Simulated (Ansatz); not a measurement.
System: Ta₂C, space group P-3m1 (No. 164).

Starting cell:
```
Ta C
1.0
     3.07713    0.00000    0.00000
    -1.53856    2.66487    0.00000
     0.00000    0.00000    4.88815
Ta C
2 1
Cartesian
  0.0000 1.7766 1.2371
  1.5386 0.8883 3.6511
  0.0000 0.0000 0.0000
```

How it was computed, with Ansatz 0.2.0: harmonic phonon frequencies at the zone centre with atoms at rest in the given cell, without the long-range term of polar modes, the three translations left out, imaginary frequencies are negative; plane waves with PAW datasets, Γ-centred k mesh. Level: LDA, no spin polarisation.

```csv
setting,value
wave cutoff,420 eV
k mesh,18×18×10
occupations,Fermi–Dirac
smearing width,0.15 eV
pressure,0 GPa
phonon method,linear response
```

What does the calculation give for the zone-centre optical phonon frequencies (the three acoustic modes are left out)?

No frequency is imaginary, so the structure is stable to these displacements (zone-boundary modes weren't tested here). The highest mode lies at 674.0 cm⁻¹. The optical modes lie at 130.3 (×2), 220.0, 655.3, 674.0 (×2) cm⁻¹.

```csv
frequency (cm⁻¹)
130.3
130.3
220.0
655.3
674.0
674.0
```

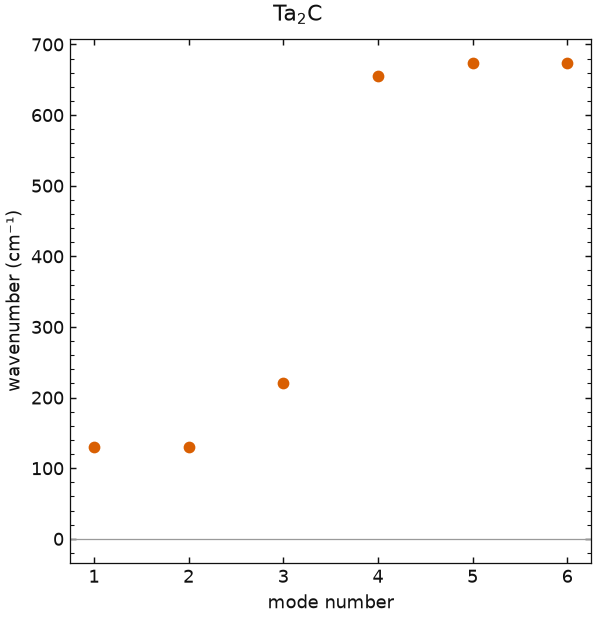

Caveats: metal sensitive to the k mesh.
